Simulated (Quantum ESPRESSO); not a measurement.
## VO2: 7 runs along one coordinate

System: VO2 (P4₂/mnm, 6 atoms in the cell).
Method: Kohn-Sham DFT of a periodic cell, PBE, SSSP 1.3 efficiency PBE, spin-polarised (Quantum ESPRESSO 7.5).

The 7 runs differ only in the geometry, by an even scaling of the cell at fixed fractional positions. The structure derives from a Materials Project entry.

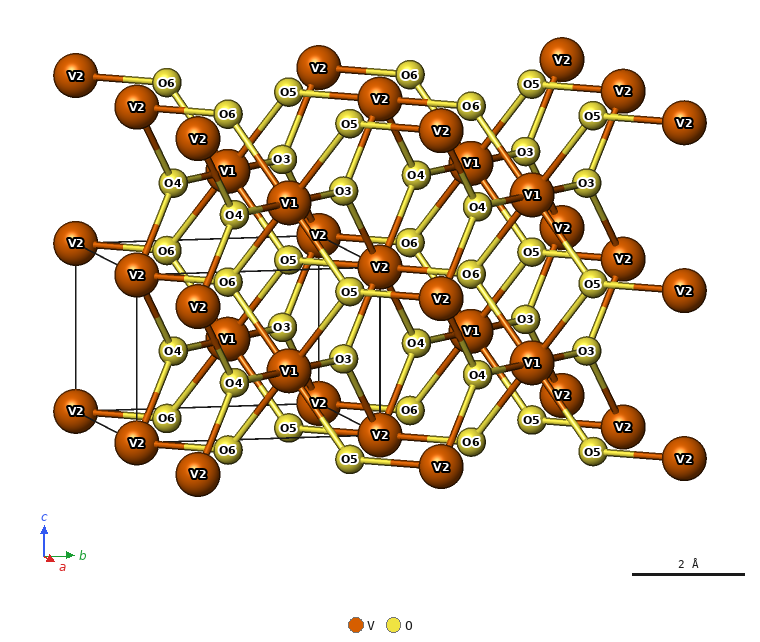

Figure 1. The structure of run 4 (ball-and-stick view of the cell of the calculation, repeated 2 × 2 × 2, seen slightly off an axis; atoms are numbered from 1 in the order of the input).

## Input file of run 4
```
&CONTROL
  calculation = 'scf'
  prefix = 'pwscf'
  outdir = './tmp'
  pseudo_dir = './pseudo'
  tprnfor = .true.
  tstress = .true.
  disk_io = 'low'
/
&SYSTEM
  ibrav = 0
  nat = 6
  ntyp = 2
  ecutwfc = 55
  ecutrho = 440
  nbnd = 37
  occupations = 'smearing'
  smearing = 'fd'
  degauss = 0.00367493
  nspin = 2
  starting_magnetization(1) = 0.1538
  starting_magnetization(2) = 0
/
&ELECTRONS
  conv_thr = 1.2d-09
  electron_maxstep = 120
  mixing_beta = 0.3
/
ATOMIC_SPECIES
V     50.9415 v_pbe_v1.4.uspp.F.UPF
O     15.9990 O.pbe-n-kjpaw_psl.0.1.UPF
CELL_PARAMETERS angstrom
   4.5072020454    0.0000000000    0.0000000000
   0.0000000000    4.5072020454    0.0000000000
   0.0000000000    0.0000000000    3.0444500000
ATOMIC_POSITIONS crystal
V      0.5000000000    0.5000000000    0.5000000000
V      0.0000000000    0.0000000000    0.0000000000
O      0.2003580000    0.7996420000    0.5000000000
O      0.7996420000    0.2003580000    0.5000000000
O      0.7003580000    0.7003580000    0.0000000000
O      0.2996420000    0.2996420000    0.0000000000
K_POINTS automatic
6 6 9 0 0 0
```

## File pp_density.in of run 4
```
&INPUTPP
  prefix = 'pwscf'
  outdir = './tmp'
  filplot = 'density.dat'
  plot_num = 0
/
&PLOT
  nfile = 1
  filepp(1) = 'density.dat'
  iflag = 3
  output_format = 6
  fileout = 'density.cube'
/
```

## File pp_potential.in of run 4
```
&INPUTPP
  prefix = 'pwscf'
  outdir = './tmp'
  filplot = 'potential.dat'
  plot_num = 11
/
&PLOT
  nfile = 1
  filepp(1) = 'potential.dat'
  iflag = 3
  output_format = 6
  fileout = 'potential.cube'
/
```

## File pp_spin.in of run 4
```
&INPUTPP
  prefix = 'pwscf'
  outdir = './tmp'
  filplot = 'spin.dat'
  plot_num = 6
/
&PLOT
  nfile = 1
  filepp(1) = 'spin.dat'
  iflag = 3
  output_format = 6
  fileout = 'spin.cube'
/
```

Command:
```bash
OMP_NUM_THREADS=1 mpirun -n 2 pw.x -nk 2 -in pw.in > pw.out
OMP_NUM_THREADS=1 mpirun -n 1 pp.x -in pp_density.in > pp_density.out
OMP_NUM_THREADS=1 mpirun -n 1 pp.x -in pp_potential.in > pp_potential.out
OMP_NUM_THREADS=1 mpirun -n 1 pp.x -in pp_spin.in > pp_spin.out
```

Run 6 has the same physical settings and fractional positions; its lattice vectors (Å) are:
```
   4.566514    0.000000    0.000000
   0.000000    4.566514    0.000000
   0.000000    0.000000    3.084513
```

## Results, with one run withheld

| run | volume per atom (Å³) | free energy per atom, from the lowest run given (meV) | pressure (GPa) |
| --- | --- | --- | --- |
| 1 | 9.689 | 3.28 | 5.00 |
| 2 | 9.896 | 0.00 | −0.31 |
| 3 | 10.102 | 3.19 | −5.04 |
| 4 | 10.308 | 12.16 | −9.27 |
| 5 | 10.514 | 26.26 | −13.05 |
| 6 | 10.720 | ? | ? |
| 7 | 10.926 | 67.75 | −19.40 |

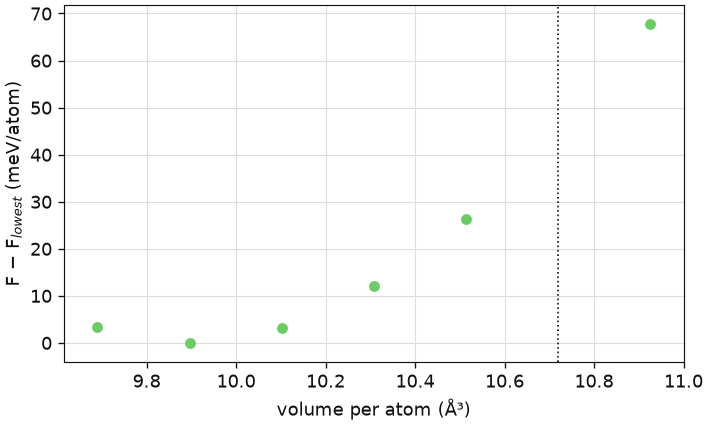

Figure 2. Free energy per atom of the runs given; the dotted line marks run 6.

Fit the runs given and predict run 6.

A cubic polynomial in V^(−2/3) (the Birch–Murnaghan form), fitted to the 6 runs given, misses them by at most 0.01 meV per atom. With x = V^(−2/3) − 0.21226 Å⁻², it reads F = 7.9321 − 3344 x + 3.504e+05 x² + 3.798e+05 x³ (meV per atom). At run 6 it gives 44.96 meV per atom, and the run itself gives 44.96. The slope of the fit gives a pressure −dF/dV of −16.19 GPa there, and the run prints −16.41 GPa. The two needn't agree exactly: the fit is approximate, and the printed stress is taken on a finite basis. The fit has its minimum at 9.893 Å³ per atom, where V d²F/dV² gives 241 GPa. Cell shape and fractional positions are held, so this is the stiffness under even scaling; the relaxed bulk modulus wasn't computed.

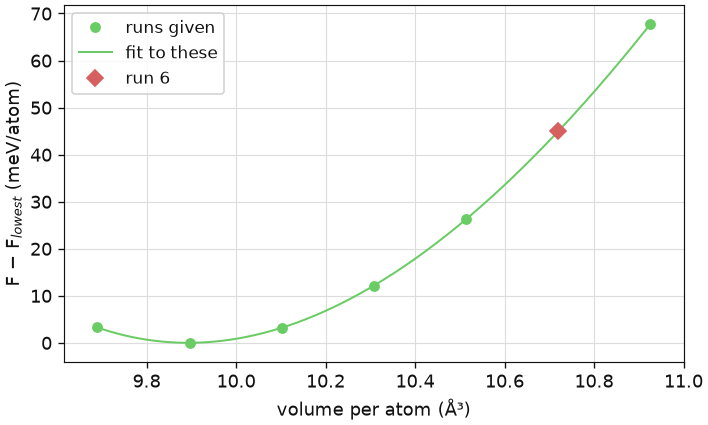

Figure 3. The fit and the withheld run.

## Some lines of the output (run 6)
```
[...]
     total energy              =    -457.23633761 Ry
     total energy              =    -457.24313091 Ry
     total energy              =    -457.24314703 Ry
     total energy              =    -457.24328553 Ry
     total energy              =    -457.24328888 Ry
     total energy              =    -457.24329287 Ry
     total energy              =    -457.24329299 Ry
     total energy              =    -457.24329307 Ry
     total energy              =    -457.24329308 Ry
     the Fermi energy is     9.4645 ev
!    total energy              =    -457.24329308 Ry
     The total energy is F=E-TS. E is the sum of the following terms:
     Computing stress (Cartesian axis) and pressure
          total   stress  (Ry/bohr**3)                   (kbar)     P=     -164.09
```

Notes on the run: negative rho.
